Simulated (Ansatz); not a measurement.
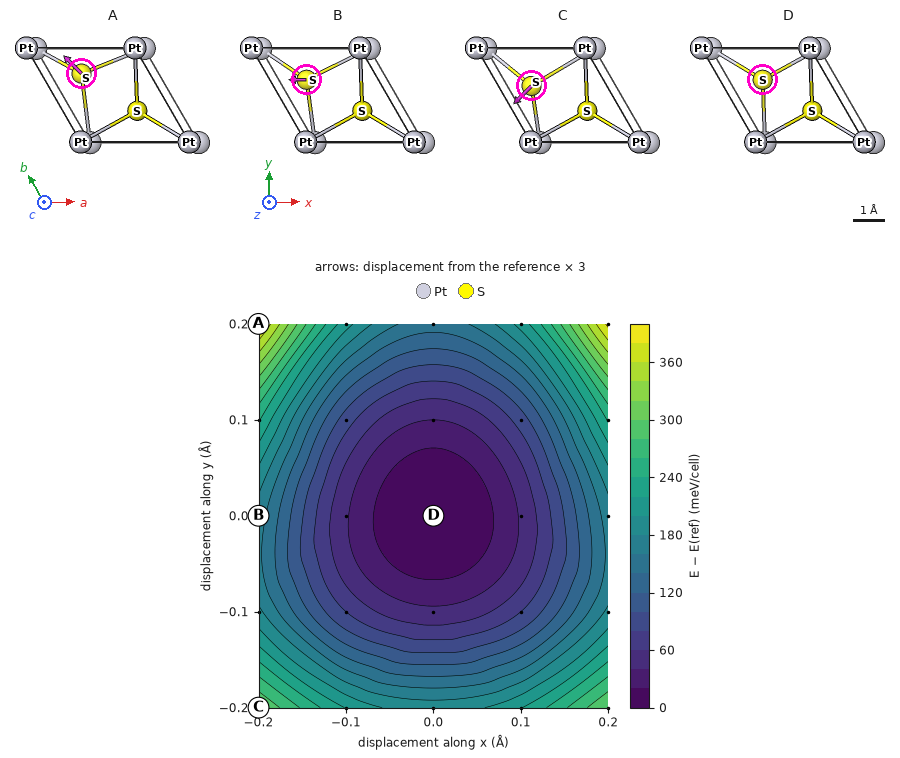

A crystal of PtS₂ (P-3m1): an S atom (one in each cell of 3 atoms) is moved over the plane of the Cartesian directions x and y, all else fixed. The map is interpolated between the computed points (dots). The lettered frames are marked on it. Style: ball-and-stick. Shown: the cell of the calculation, nearly along the normal of the scanned plane. The ringed atoms are those of the scanned coordinates. Purple arrows: displacements from the reference.

Level of theory: DFT PBEsol, scalar-relativistic, plane waves, PAW (Ansatz 0.2.0). Settings: plane-wave cutoff 420 eV; k-point mesh 12 × 12 × 8; occupations gaussian; smearing width 0.05 eV; no spin polarisation. Energies (free energies at the smearing named) are counted from the cell as listed in its source, which wasn't relaxed.

**Where is the lowest point of the map, and what else does it tell?**

In pairs of (displacement along x (Å); displacement along y (Å)): the lowest computed point lies at (0.00, 0.00) (0 meV/cell), the highest at (−0.20, 0.20), (0.20, 0.20) (386 meV/cell).  Over the ranges scanned the energy rises by about as much along both axes. The frames lie at A (−0.20, 0.20): 386 meV/cell, B (−0.20, 0.00): 171 meV/cell, C (−0.20, −0.20): 301 meV/cell, D (0.00, 0.00): 0 meV/cell.

The computed points:

Rows: displacement along x (Å); columns: displacement along y (Å); values in meV/cell.

```tsv
	−0.20	−0.10	0.00	0.10	0.20
−0.20	301	185	171	243	386
−0.10	219	80	43	90	208
0.00	192	45	0	40	150
0.10	219	80	43	90	208
0.20	301	185	171	243	386
```

Limits of the set-up: layers or molecules are held without a dispersion correction, so their spacing is unreliable.
